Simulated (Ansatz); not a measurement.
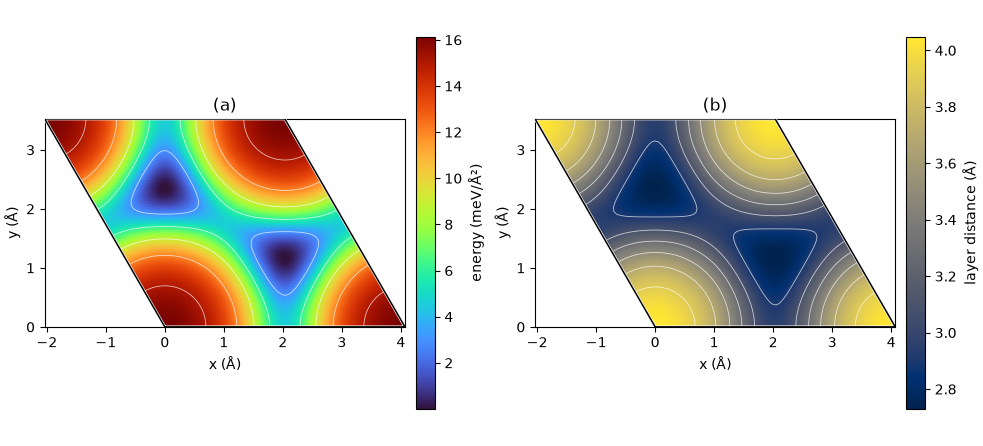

A bilayer of two Sb sheets of the honeycomb type, the upper one turned by 180 degrees about the normal (4 atoms in the cell). The upper layer of a bilayer is slid over the lower one; relaxed at each slide: the heights of all atoms; the origin of the map has Sb4 above Sb1. Places are given modulo a cell vector. The map is drawn in real space over the plane of the slide. The scan uses a 9 × 9 grid; 12 points were computed and 69 follow by symmetry. All energies are given in meV/Å² relative to the lowest grid point. Method: DFT PBE+D3(BJ), scalar-relativistic, plane waves, PAW in Ansatz 0.2.0. Settings: cutoff 420 eV, k-mesh 9×9×1, gaussian smearing 0.05 eV, no spin polarisation.

Panel (a) is the energy; panel (b) is the computed layer distance, in Å.

Drawn: a smooth colour map with a few white contour lines, the outline of one cell of the plane. Between grid points the surface is interpolated.

**How does the layer distance vary over the map, and what is it at the lowest grid point?**

It runs from 2.73 Å at (3/9, 6/9) of the cell vectors to 4.05 Å at (0/9, 0/9) of the cell vectors. At the lowest grid point, (3/9, 6/9) of the cell vectors, it is 2.73 Å.
